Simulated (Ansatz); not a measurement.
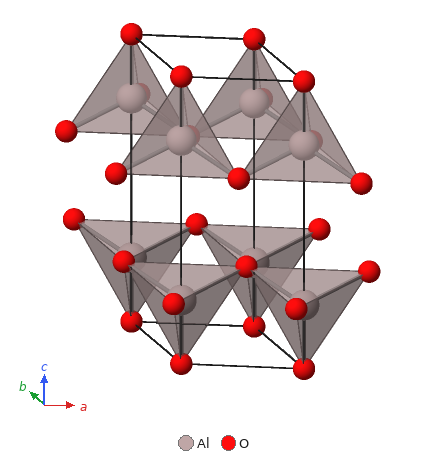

The figure gives a polyhedral picture of the atoms, viewed from a general direction. The wireframe shows the conventional unit cell. Some atoms of the next cells are drawn as well.

Al2O3, space group P-3m1 (No. 164), a = 2.78 Å, b = 2.78 Å, c = 6.97 Å, α = 90.00°, β = 90.00°, γ = 120.00°.

Theory: Ansatz, DFT PBEsol, scalar-relativistic, plane waves, PAW. Numerical settings: a kinetic-energy cutoff of 420 eV, a 12×12×4 k-point grid, Gaussian smearing of 0.05 eV, no spin polarisation.

Predict the gap.

Answer. An insulator at this level, with a gap of 4.07 eV on the k-mesh (the true edges may lie between mesh points, so the gap can be somewhat smaller).

How far is the cell from zero pressure?

Answer. The computed pressure is 59.8 GPa (compressed: it would expand). The stress isn't hydrostatic: its largest component is 71.2 GPa.

The structure was taken from a structure listed in the Materials Project. The cell was then strained or its atoms displaced on purpose. Ansatz was used for an electronic-structure calculation on it.

At this level of theory the cell isn't at rest (compressed, at 60 GPa and forces up to 2.9 eV/Å), so its distances can differ from those at equilibrium, the more so the softer the solid.
